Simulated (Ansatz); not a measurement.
# Run report: MoSi₂, geometry relaxation (part 1 of 2)

The run: geometry relaxation of MoSi₂ (R-3m, 3 atoms in the cell). Method and program: DFT, PBEsol, plane waves, PAW, no spin polarisation (Ansatz 0.2.0).

The structure was built on a prototype by a generator. Figures and captions count atoms from 1; the log counts them from 0 in places.

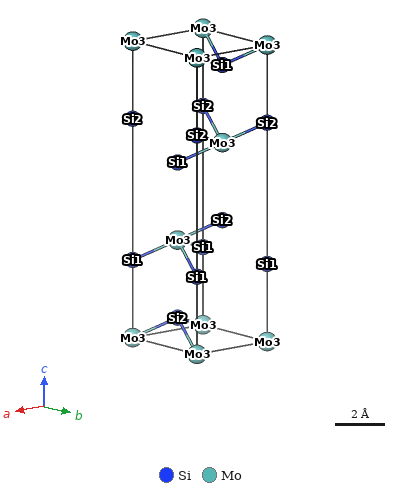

The input geometry (ball-and-stick view of the cell 3 times as large as that of the calculation, set on its symmetry axes, seen at an oblique angle; atoms are numbered from 1 in the order of the input). An atom can appear more than once, as a periodic image. Near neighbours in the periodic cell (some may lie outside the picture): Si has 3 Mo at 2.09 Å; Mo has 6 Si at 2.09 Å.

### Input file
```yaml
crystal:
  lattice:
    - [1.61316711, 0.93136246, 4.4303507]
    - [-1.61316711, 0.93136246, 4.4303507]
    - [0.0, -1.86272493, 4.4303507]
  atoms:
    - { symbol: Si, position: [0.261801, 0.261801, 0.261801] }
    - { symbol: Si, position: [0.738199, 0.738199, 0.738199] }
    - { symbol: Mo, position: [0.0, 0.0, 0.0] }
kpoints:
  mp_grid: { grid: [8, 8, 8] }
hamiltonian:
  xc: pbesol
scf:
  occupations: { method: fermi_dirac, width: 0.03 }
relax:
  f_tol: 0.01
  cell: {}
  max_steps: 120
```

Run on 2 threads of Arm Neoverse V1, 24 GiB of memory available, shared host.

Launch command:
```bash
ansatz run input.yaml --threads 2 --pin off --max-ram 2211MiB --backend cpu --events-out ev --progress --plain --runs-dir out
```

### What the program printed
```
basis.fft_grid_basis auto: the FFT boxes are laid along the combinations [[1, 0, -1], [0, 1, -1], [0, 0, 1]] of the cell's own vectors, 3.226, 3.226 and 4.806 Å long. The dense box has 24×24×36 points. Along the cell's own vectors, as sized, it would have 36×36×36, 2.25 times as many. Of the 12 symmetry operations that the crystal satisfies within crystal.symmetry.tolerance (time reversal apart; of a slab, those that keep its plane) the dense box along the cell's own vectors carries 12, and the one as laid loses 8 of those. basis.fft_grid_basis: typed keeps the cell's own vectors: state it where this run's energies or levels are differenced outside the engine with another run's, or held beside a run that keeps those vectors.
Engine: ansatz 0.2.0, aarch64-unknown-linux-gnu
Pseudopotentials: kind: paw
Pseudopotential: Si, paw, valence charge 4, recommended cutoff 420 eV (normal), Si.paw.azcp
Pseudopotential: Mo, paw, valence charge 14, recommended cutoff 420 eV (normal), Mo.paw.azcp
Functional definition: PBEsol
  exchange = pbesol_x
  correlation = pbesol_c
Crystal: 3 atoms, lattice volume = 39.938 Å³
Basis set: ecut = 420 eV, 789 PW (Γ), FFT grids on a1−a3, a2−a3, a3, exchange–correlation on 48×48×72 points (8 copies of the dense FFT grid, shifted against one another)
Bands: 15, of which v1, the nominal top of the filled ones, is band 11 counted from 1 (10 counted from 0)
Symmetry: 12 space group operations
Space group: R-3m (ITA 166), of the structure as read, at distance tolerance 3.4e-5 Å
k-points: 65 of 512
Non-local potential: Si, projectors of the file, l = 0: 2, l = 1: 2, l = 2: 2
Non-local potential: Mo, projectors of the file, l = 0: 3, l = 1: 2, l = 2: 2, l = 3: 1
PAW form: soft (Blöchl's): semilocal exchange-correlation on the pseudo side does not see the compensation charge
PAW frozen core: Si, regenerated for the run's functional, and the local potential with it (the file was generated under x = pbe(κ = 0.804, μ = 0.2195149727645171), c = pbe(β = 0.06672455060314922))
PAW frozen core: Mo, regenerated for the run's functional, and the local potential with it (the file was generated under x = pbe(κ = 0.804, μ = 0.2195149727645171), c = pbe(β = 0.06672455060314922))
PAW one-centre angular grid: Si, 110 points (default); XC on 64 Gauss nodes
PAW one-centre angular grid: Mo, 590 points (default); XC on 64 Gauss nodes
Initial density: superposition of atomic densities (neutral atoms: chi_scale 0, normalization atom), corrected by the library's trained network
Initial wavefunctions: pseudopotential atomic-orbital guess
Functional: x = pbesol(κ = 0.804, μ = 0.12345679012345678), c = pbesol(β = 0.046)
SCF iter   1: F=—  HF=-6133.134386 eV  |F-HF|=—  |Δ(HF+E_count)|=         —  Δρ=1.34e-2  dr2=8.52e-2  ethr=1.77e-3  ⟨swp⟩=6.5  Hψ=6186  notcnv=0
preconditioner: auto → none  [insulator: Δε(μ)=0.092 eV  Ē_g=8.117 eV  σ=0.030 eV  W_gap=0.63  n_scr=14 (ndim 8)  ℏωp=22.0 eV  f_vac=0.000  D(μ)=0.69/eV (n_scr^D=2)  ε∞_Penn≈8.3]
SCF iter   2: F=—  HF=-6133.114496 eV  |F-HF|=—  |Δ(HF+E_count)|=   1.99e-2  Δρ=4.18e-3  dr2=7.48e-3  ethr=3.87e-4  ⟨swp⟩=2.9  Hψ=2315  notcnv=0
SCF iter   3: F=—  HF=-6133.114397 eV  |F-HF|=—  |Δ(HF+E_count)|=   9.85e-5  Δρ=1.89e-3  dr2=6.85e-4  ethr=3.40e-5  ⟨swp⟩=2.5  Hψ=1453  notcnv=0
SCF iter   4: F=—  HF=-6133.114921 eV  |F-HF|=—  |Δ(HF+E_count)|=   5.24e-4  Δρ=4.55e-4  dr2=3.78e-5  ethr=3.11e-6  ⟨swp⟩=2.2  Hψ=1682  notcnv=0
SCF iter   5: F=—  HF=-6133.114962 eV  |F-HF|=—  |Δ(HF+E_count)|=   4.06e-5  Δρ=5.31e-5  dr2=5.10e-7  ethr=1.72e-7  ⟨swp⟩=2.0  Hψ=1668  notcnv=0
SCF iter   6: F=-6133.114963 eV  HF=-6133.114963 eV  |F-HF|=5.04e-10  |Δ(HF+E_count)|=   7.92e-7  Δρ=4.50e-6  dr2=3.92e-9  ethr=4.55e-10  ⟨swp⟩=5.0  Hψ=3657  notcnv=0
SCF 1 converged in 6 iterations: F = -6133.114963 eV  dr2 = 3.92e-9
  greatest PAW one-centre occupation: 0.999 electrons in one spin orbital (limit 2), on the Mo atom at site 2 (counted from 0), in its partial waves of l = 0
relax step   1: F+E_penalty+E_count = -6133.11496288 eV  Δ(F+E_penalty+E_count) = +0.000e0 eV  max|allowed force component| = 1.072e1 eV/Å  Δτ_max = 0.0000 Å  P = +99.714 GPa  Ω = 39.938 Å³  (6 SCF iters, dr2 threshold 1.00e-7 eV, accepted)
Crystal: 3 atoms, lattice volume = 44.648 Å³
Basis set: ecut = 420 eV, 873 PW (Γ), FFT grids on a1−a3, a2−a3, a3, exchange–correlation on 48×48×72 points (8 copies of the dense FFT grid, shifted against one another)
Initial density: handed on by an earlier stage of this run
Initial wavefunctions: those handed on with the density
SCF iter   1: F=—  HF=-6138.405272 eV  |F-HF|=—  |Δ(HF+E_count)|=         —  Δρ=4.21e-2  dr2=2.11e0  ethr=3.10e-3  ⟨swp⟩=6.5  Hψ=5674  notcnv=0
preconditioner: auto → Kerker (q_TF=auto, 2.425 Å⁻¹)  [metal: Δε(μ)=0.003 eV  Ē_g=7.136 eV  σ=0.030 eV  W_gap=0.03  n_scr=14 (ndim 8)  ℏωp=20.8 eV  f_vac=0.000  D(μ)=1.10/eV (n_scr^D=2)]
SCF iter   2: F=—  HF=-6138.057469 eV  |F-HF|=—  |Δ(HF+E_count)|=   3.48e-1  Δρ=1.18e-2  dr2=1.48e-1  ethr=3.10e-3  ⟨swp⟩=2.6  Hψ=2143  notcnv=0
preconditioner: auto → none  [insulator: Δε(μ)=0.116 eV  Ē_g=7.095 eV  σ=0.030 eV  W_gap=0.63  n_scr=14 (ndim 8)  ℏωp=20.8 eV  f_vac=0.000  D(μ)=0.38/eV (n_scr^D=0)  ε∞_Penn≈9.6]
SCF iter   3: F=—  HF=-6138.015259 eV  |F-HF|=—  |Δ(HF+E_count)|=   4.22e-2  Δρ=3.85e-3  dr2=7.77e-3  ethr=6.71e-4  ⟨swp⟩=2.4  Hψ=1690  notcnv=0
SCF iter   4: F=—  HF=-6138.013111 eV  |F-HF|=—  |Δ(HF+E_count)|=   2.15e-3  Δρ=1.61e-3  dr2=5.78e-4  ethr=3.53e-5  ⟨swp⟩=2.1  Hψ=1628  notcnv=0
SCF iter   5: F=—  HF=-6138.012944 eV  |F-HF|=—  |Δ(HF+E_count)|=   1.66e-4  Δρ=3.08e-4  dr2=2.06e-5  ethr=2.63e-6  ⟨swp⟩=2.3  Hψ=1416  notcnv=0
SCF iter   6: F=—  HF=-6138.012944 eV  |F-HF|=—  |Δ(HF+E_count)|=   1.03e-7  Δρ=3.24e-5  dr2=2.29e-7  ethr=1.36e-9  ⟨swp⟩=3.0  Hψ=4179  notcnv=0
SCF iter   7: F=-6138.012945 eV  HF=-6138.012945 eV  |F-HF|=1.76e-10  |Δ(HF+E_count)|=   7.18e-8  Δρ=1.71e-6  dr2=5.95e-10  ethr=1.04e-9  ⟨swp⟩=2.1  Hψ=3688  notcnv=0
SCF 2 converged in 7 iterations: F = -6138.012945 eV  dr2 = 5.95e-10
relax step   2: F+E_penalty+E_count = -6138.01294453 eV  Δ(F+E_penalty+E_count) = -4.898e0 eV  max|allowed force component| = 5.327e0 eV/Å  Δτ_max = 0.1838 Å  P = +32.078 GPa  Ω = 44.648 Å³  energy of the carried Pulay correction = -1.258e-3 eV  (7 SCF iters, dr2 threshold 3.00e-7 eV, accepted)
Crystal: 3 atoms, lattice volume = 44.849 Å³
SCF iter   1: F=—  HF=-6139.906982 eV  |F-HF|=—  |Δ(HF+E_count)|=         —  Δρ=2.97e-2  dr2=1.11e0  ethr=3.10e-3  ⟨swp⟩=5.7  Hψ=4950  notcnv=0
preconditioner: auto → Kerker (q_TF=auto, 2.423 Å⁻¹)  [metal: Δε(μ)=0.066 eV  Ē_g=7.015 eV  σ=0.030 eV  W_gap=0.49  n_scr=14 (ndim 8)  ℏωp=20.7 eV  f_vac=0.000  D(μ)=1.20/eV (n_scr^D=8)]
SCF iter   2: F=—  HF=-6139.729368 eV  |F-HF|=—  |Δ(HF+E_count)|=   1.78e-1  Δρ=9.60e-3  dr2=7.41e-2  ethr=3.10e-3  ⟨swp⟩=2.1  Hψ=1760  notcnv=0
preconditioner: auto → none  [insulator: Δε(μ)=0.107 eV  Ē_g=6.959 eV  σ=0.030 eV  W_gap=0.66  n_scr=14 (ndim 8)  ℏωp=20.7 eV  f_vac=0.000  D(μ)=0.68/eV (n_scr^D=2)  ε∞_Penn≈9.9]
SCF iter   3: F=—  HF=-6139.707977 eV  |F-HF|=—  |Δ(HF+E_count)|=   2.14e-2  Δρ=3.04e-3  dr2=4.10e-3  ethr=3.37e-4  ⟨swp⟩=2.3  Hψ=1638  notcnv=0
SCF iter   4: F=—  HF=-6139.706985 eV  |F-HF|=—  |Δ(HF+E_count)|=   9.92e-4  Δρ=1.32e-3  dr2=3.47e-4  ethr=1.86e-5  ⟨swp⟩=2.2  Hψ=1395  notcnv=0
SCF iter   5: F=—  HF=-6139.706951 eV  |F-HF|=—  |Δ(HF+E_count)|=   3.41e-5  Δρ=3.49e-4  dr2=2.31e-5  ethr=1.58e-6  ⟨swp⟩=1.6  Hψ=1227  notcnv=0
SCF iter   6: F=—  HF=-6139.706953 eV  |F-HF|=—  |Δ(HF+E_count)|=   1.86e-6  Δρ=4.36e-5  dr2=4.32e-7  ethr=1.05e-7  ⟨swp⟩=2.1  Hψ=1659  notcnv=0
SCF iter   7: F=-6139.706953 eV  HF=-6139.706953 eV  |F-HF|=1.16e-9  |Δ(HF+E_count)|=   1.12e-7  Δρ=4.32e-6  dr2=2.82e-9  ethr=1.36e-9  ⟨swp⟩=4.0  Hψ=3104  notcnv=0
SCF 3 converged in 7 iterations: F = -6139.706953 eV  dr2 = 2.82e-9
relax step   3: F+E_penalty+E_count = -6139.70695310 eV  Δ(F+E_penalty+E_count) = -1.694e0 eV  max|allowed force component| = 3.059e0 eV/Å  Δτ_max = 0.1944 Å  P = +10.812 GPa  Ω = 44.849 Å³  energy of the carried Pulay correction = -1.309e-3 eV  (7 SCF iters, dr2 threshold 3.00e-7 eV, accepted)
Crystal: 3 atoms, lattice volume = 43.408 Å³
Basis set: ecut = 420 eV, 843 PW (Γ), FFT grids on a1−a3, a2−a3, a3, exchange–correlation on 48×48×72 points (8 copies of the dense FFT grid, shifted against one another)
SCF iter   1: F=—  HF=-6140.781002 eV  |F-HF|=—  |Δ(HF+E_count)|=         —  Δρ=3.34e-2  dr2=1.40e0  ethr=3.10e-3  ⟨swp⟩=6.0  Hψ=5592  notcnv=0
preconditioner: auto → Kerker (q_TF=auto, 2.436 Å⁻¹)  [metal: Δε(μ)=0.033 eV  Ē_g=7.342 eV  σ=0.030 eV  W_gap=0.26  n_scr=14 (ndim 8)  ℏωp=21.1 eV  f_vac=0.000  D(μ)=2.07/eV (n_scr^D=22)]
SCF iter   2: F=—  HF=-6140.553484 eV  |F-HF|=—  |Δ(HF+E_count)|=   2.28e-1  Δρ=1.12e-2  dr2=1.08e-1  ethr=3.10e-3  ⟨swp⟩=2.0  Hψ=1763  notcnv=0
SCF iter   3: F=—  HF=-6140.528007 eV  |F-HF|=—  |Δ(HF+E_count)|=   2.55e-2  Δρ=5.19e-3  dr2=2.48e-2  ethr=4.92e-4  ⟨swp⟩=2.1  Hψ=1262  notcnv=0
SCF iter   4: F=—  HF=-6140.520368 eV  |F-HF|=—  |Δ(HF+E_count)|=   7.64e-3  Δρ=7.69e-4  dr2=3.13e-4  ethr=1.13e-4  ⟨swp⟩=2.0  Hψ=1612  notcnv=0
SCF iter   5: F=—  HF=-6140.520296 eV  |F-HF|=—  |Δ(HF+E_count)|=   7.24e-5  Δρ=1.47e-4  dr2=7.55e-6  ethr=1.42e-6  ⟨swp⟩=2.1  Hψ=1400  notcnv=0
SCF iter   6: F=—  HF=-6140.520290 eV  |F-HF|=—  |Δ(HF+E_count)|=   5.22e-6  Δρ=2.58e-5  dr2=3.02e-7  ethr=3.43e-8  ⟨swp⟩=2.3  Hψ=1696  notcnv=0
SCF iter   7: F=-6140.520290 eV  HF=-6140.520290 eV  |F-HF|=1.27e-10  |Δ(HF+E_count)|=   8.64e-9  Δρ=4.89e-6  dr2=9.55e-9  ethr=1.36e-9  ⟨swp⟩=4.0  Hψ=3057  notcnv=0
SCF 4 converged in 7 iterations: F = -6140.520290 eV  dr2 = 9.55e-9
relax step   4: F+E_penalty+E_count = -6140.52029043 eV  Δ(F+E_penalty+E_count) = -8.133e-1 eV  max|allowed force component| = 8.002e-1 eV/Å  Δτ_max = 0.1947 Å  P = +7.221 GPa  Ω = 43.408 Å³  energy of the carried Pulay correction = -9.406e-4 eV  (7 SCF iters, dr2 threshold 3.00e-7 eV, accepted)
Crystal: 3 atoms, lattice volume = 44.372 Å³
Basis set: ecut = 420 eV, 877 PW (Γ), FFT grids on a1−a3, a2−a3, a3, exchange–correlation on 48×48×72 points (8 copies of the dense FFT grid, shifted against one another)
iter 1 solved again at ethr=3.28e-4 eV; its pass at ethr=3.10e-3 eV (dr2=7.21e-2 eV) is discarded
SCF iter   1: F=—  HF=-6140.728080 eV  |F-HF|=—  |Δ(HF+E_count)|=         —  Δρ=9.93e-3  dr2=7.26e-2  ethr=3.28e-4  ⟨swp⟩=1.0  Hψ=7227  notcnv=0
preconditioner: auto → Kerker (q_TF=auto, 2.427 Å⁻¹)  [metal: Δε(μ)=0.008 eV  Ē_g=7.262 eV  σ=0.030 eV  W_gap=0.06  n_scr=14 (ndim 8)  ℏωp=20.9 eV  f_vac=0.000  D(μ)=2.05/eV (n_scr^D=20)]
SCF iter   2: F=—  HF=-6140.713992 eV  |F-HF|=—  |Δ(HF+E_count)|=   1.41e-2  Δρ=5.15e-3  dr2=1.90e-2  ethr=3.28e-4  ⟨swp⟩=1.6  Hψ=1036  notcnv=0
SCF iter   3: F=—  HF=-6140.708128 eV  |F-HF|=—  |Δ(HF+E_count)|=   5.86e-3  Δρ=1.44e-3  dr2=1.97e-3  ethr=8.64e-5  ⟨swp⟩=2.3  Hψ=1602  notcnv=0
SCF iter   4: F=—  HF=-6140.707681 eV  |F-HF|=—  |Δ(HF+E_count)|=   4.47e-4  Δρ=3.97e-4  dr2=6.49e-5  ethr=8.93e-6  ⟨swp⟩=2.4  Hψ=1434  notcnv=0
SCF iter   5: F=—  HF=-6140.707674 eV  |F-HF|=—  |Δ(HF+E_count)|=   7.39e-6  Δρ=8.08e-5  dr2=3.03e-6  ethr=2.95e-7  ⟨swp⟩=2.3  Hψ=1370  notcnv=0
SCF iter   6: F=-6140.707673 eV  HF=-6140.707674 eV  |F-HF|=2.58e-8  |Δ(HF+E_count)|=   2.52e-7  Δρ=1.36e-5  dr2=1.04e-7  ethr=1.36e-9  ⟨swp⟩=5.0  Hψ=3541  notcnv=0
SCF 5 converged in 6 iterations: F = -6140.707673 eV  dr2 = 1.04e-7
relax step   5: F+E_penalty+E_count = -6140.70767347 eV  Δ(F+E_penalty+E_count) = -1.874e-1 eV  max|allowed force component| = 1.069e-1 eV/Å  Δτ_max = 0.0435 Å  P = +4.892 GPa  Ω = 44.372 Å³  energy of the carried Pulay correction = -1.188e-3 eV  (6 SCF iters, dr2 threshold 3.00e-7 eV, accepted)
Crystal: 3 atoms, lattice volume = 45.454 Å³
Basis set: ecut = 420 eV, 907 PW (Γ), FFT grids on a1−a3, a2−a3, a3, exchange–correlation on 48×48×72 points (8 copies of the dense FFT grid, shifted against one another)
iter 1 solved again at ethr=5.05e-5 eV; its pass at ethr=3.10e-3 eV (dr2=1.11e-2 eV) is discarded
SCF iter   1: F=—  HF=-6140.729796 eV  |F-HF|=—  |Δ(HF+E_count)|=         —  Δρ=4.78e-3  dr2=1.13e-2  ethr=5.05e-5  ⟨swp⟩=1.0  Hψ=6447  notcnv=0
preconditioner: auto → Kerker (q_TF=auto, 2.418 Å⁻¹)  [metal: Δε(μ)=0.026 eV  Ē_g=7.122 eV  σ=0.030 eV  W_gap=0.21  n_scr=14 (ndim 8)  ℏωp=20.6 eV  f_vac=0.000  D(μ)=1.48/eV (n_scr^D=14)]
SCF iter   2: F=—  HF=-6140.727520 eV  |F-HF|=—  |Δ(HF+E_count)|=   2.28e-3  Δρ=2.07e-3  dr2=1.02e-3  ethr=5.05e-5  ⟨swp⟩=2.1  Hψ=1339  notcnv=0
SCF iter   3: F=—  HF=-6140.727308 eV  |F-HF|=—  |Δ(HF+E_count)|=   2.12e-4  Δρ=6.87e-4  dr2=1.56e-4  ethr=4.65e-6  ⟨swp⟩=2.0  Hψ=1540  notcnv=0
SCF iter   4: F=—  HF=-6140.727301 eV  |F-HF|=—  |Δ(HF+E_count)|=   6.47e-6  Δρ=1.31e-4  dr2=6.19e-6  ethr=7.10e-7  ⟨swp⟩=2.0  Hψ=1416  notcnv=0
SCF iter   5: F=-6140.727302 eV  HF=-6140.727302 eV  |F-HF|=3.13e-8  |Δ(HF+E_count)|=   5.77e-7  Δρ=2.34e-5  dr2=2.91e-7  ethr=1.36e-9  ⟨swp⟩=3.0  Hψ=4178  notcnv=0
SCF 6 converged in 5 iterations: F = -6140.727302 eV  dr2 = 2.91e-7
relax step   6: F+E_penalty+E_count = -6140.72730195 eV  Δ(F+E_penalty+E_count) = -1.963e-2 eV  max|allowed force component| = 4.700e-2 eV/Å  Δτ_max = 0.0082 Å  P = +1.271 GPa  Ω = 45.454 Å³  energy of the carried Pulay correction = -1.460e-3 eV  (5 SCF iters, dr2 threshold 3.00e-7 eV, accepted)
Crystal: 3 atoms, lattice volume = 45.792 Å³
iter 1 solved again at ethr=1.22e-5 eV; its pass at ethr=3.10e-3 eV (dr2=2.67e-3 eV) is discarded
SCF iter   1: F=—  HF=-6140.730100 eV  |F-HF|=—  |Δ(HF+E_count)|=         —  Δρ=2.48e-3  dr2=2.54e-3  ethr=1.22e-5  ⟨swp⟩=1.7  Hψ=6122  notcnv=0
preconditioner: auto → Kerker (q_TF=auto, 2.415 Å⁻¹)  [metal: Δε(μ)=0.050 eV  Ē_g=7.084 eV  σ=0.030 eV  W_gap=0.39  n_scr=14 (ndim 8)  ℏωp=20.5 eV  f_vac=0.000  D(μ)=1.84/eV (n_scr^D=14)]
SCF iter   2: F=—  HF=-6140.729620 eV  |F-HF|=—  |Δ(HF+E_count)|=   4.80e-4  Δρ=1.17e-3  dr2=4.65e-4  ethr=1.15e-5  ⟨swp⟩=1.4  Hψ=1046  notcnv=0
SCF iter   3: F=—  HF=-6140.729499 eV  |F-HF|=—  |Δ(HF+E_count)|=   1.21e-4  Δρ=3.11e-4  dr2=7.86e-5  ethr=2.12e-6  ⟨swp⟩=2.0  Hψ=1454  notcnv=0
SCF iter   4: F=—  HF=-6140.729491 eV  |F-HF|=—  |Δ(HF+E_count)|=   8.29e-6  Δρ=8.75e-5  dr2=4.72e-6  ethr=3.57e-7  ⟨swp⟩=2.4  Hψ=1385  notcnv=0
SCF iter   5: F=—  HF=-6140.729490 eV  |F-HF|=—  |Δ(HF+E_count)|=   1.08e-6  Δρ=2.55e-5  dr2=3.80e-7  ethr=2.14e-8  ⟨swp⟩=2.3  Hψ=1457  notcnv=0
SCF iter   6: F=-6140.729490 eV  HF=-6140.729490 eV  |F-HF|=2.64e-10  |Δ(HF+E_count)|=   6.91e-9  Δρ=4.47e-6  dr2=1.11e-8  ethr=1.36e-9  ⟨swp⟩=4.0  Hψ=3108  notcnv=0
SCF 7 converged in 6 iterations: F = -6140.729490 eV  dr2 = 1.11e-8
relax step   7: F+E_penalty+E_count = -6140.72948963 eV  Δ(F+E_penalty+E_count) = -2.188e-3 eV  max|allowed force component| = 3.682e-2 eV/Å  Δτ_max = 0.0133 Å  P = -0.520 GPa  Ω = 45.792 Å³  energy of the carried Pulay correction = -1.543e-3 eV  (6 SCF iters, dr2 threshold 3.00e-7 eV, accepted)
Crystal: 3 atoms, lattice volume = 45.678 Å³
Basis set: ecut = 420 eV, 901 PW (Γ), FFT grids on a1−a3, a2−a3, a3, exchange–correlation on 48×48×72 points (8 copies of the dense FFT grid, shifted against one another)
iter 1 solved again at ethr=9.74e-7 eV; its pass at ethr=3.10e-3 eV (dr2=2.14e-4 eV) is discarded
SCF iter   1: F=—  HF=-6140.729974 eV  |F-HF|=—  |Δ(HF+E_count)|=         —  Δρ=6.48e-4  dr2=2.19e-4  ethr=9.74e-7  ⟨swp⟩=2.0  Hψ=6006  notcnv=0
preconditioner: auto → Kerker (q_TF=auto, 2.416 Å⁻¹)  [metal: Δε(μ)=0.005 eV  Ē_g=7.096 eV  σ=0.030 eV  W_gap=0.04  n_scr=14 (ndim 8)  ℏωp=20.6 eV  f_vac=0.000  D(μ)=1.82/eV (n_scr^D=14)]
SCF iter   2: F=—  HF=-6140.729944 eV  |F-HF|=—  |Δ(HF+E_count)|=   3.06e-5  Δρ=3.04e-4  dr2=4.05e-5  ethr=9.74e-7  ⟨swp⟩=1.5  Hψ=1099  notcnv=0
SCF iter   3: F=—  HF=-6140.729933 eV  |F-HF|=—  |Δ(HF+E_count)|=   1.09e-5  Δρ=9.17e-5  dr2=7.99e-6  ethr=1.84e-7  ⟨swp⟩=2.1  Hψ=1463  notcnv=0
SCF iter   4: F=—  HF=-6140.729931 eV  |F-HF|=—  |Δ(HF+E_count)|=   1.76e-6  Δρ=2.36e-5  dr2=3.32e-7  ethr=3.63e-8  ⟨swp⟩=2.6  Hψ=1414  notcnv=0
SCF iter   5: F=-6140.729931 eV  HF=-6140.729931 eV  |F-HF|=3.00e-9  |Δ(HF+E_count)|=   7.39e-8  Δρ=7.33e-6  dr2=2.91e-8  ethr=1.36e-9  ⟨swp⟩=4.0  Hψ=3142  notcnv=0
SCF 8 converged in 5 iterations: F = -6140.729931 eV  dr2 = 2.91e-8
relax step   8: F+E_penalty+E_count = -6140.72993104 eV  Δ(F+E_penalty+E_count) = -4.414e-4 eV  max|allowed force component| = 1.417e-3 eV/Å  Δτ_max = 0.0043 Å  P = +0.005 GPa  Ω = 45.678 Å³  energy of the carried Pulay correction = -1.515e-3 eV  (5 SCF iters, dr2 threshold 3.00e-7 eV, accepted)
Basis set: ecut = 420 eV, 901 PW (Γ), FFT grids on a1−a3, a2−a3, a3, exchange–correlation on 48×48×64 points (8 copies of the dense FFT grid, shifted against one another)
Initial wavefunctions: pseudopotential atomic-orbital guess (no wavefunctions were taken with the density)
iter 1 solved again at ethr=2.06e-7 eV; its pass at ethr=3.10e-3 eV (dr2=4.52e-5 eV) is discarded
```
